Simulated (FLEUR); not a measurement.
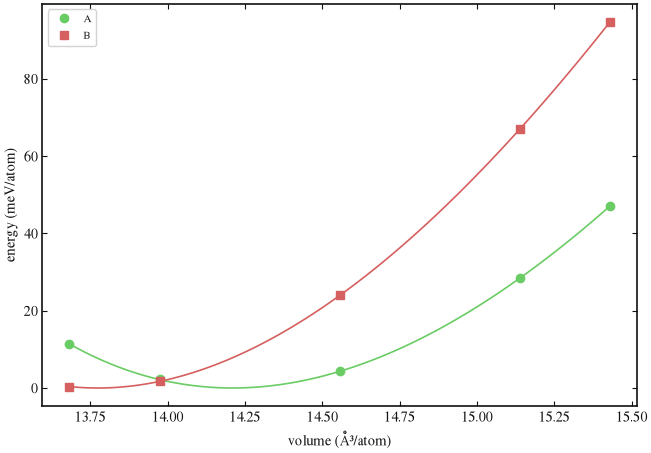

Plotted: energy against volume, with one curve for each functional, for CuAu (space group P4/mmm). The labels are replaced by letters. In alphabetical order the cases are: LDA; SCAN.

Computed with FLEUR MaX-R8.1 (later development tree): all-electron LAPW DFT, no spin polarisation; energies at scaled volumes of the given cell, shape and fractions fixed, counted from the fit's minimum, third-order Birch-Murnaghan fit. All runs: no spin polarisation.

```csv
setting,value
k mesh,9×9×7
occupations,Fermi–Dirac
smearing width,0.05 eV
potentials,all electron
```

Which letter stands for which functional?

A: SCAN; B: LDA.

Caveats: spin-orbit coupling left out, heavy elements; shape and atomic fractions are frozen while scaling, which makes layered, chain and framework solids too stiff.
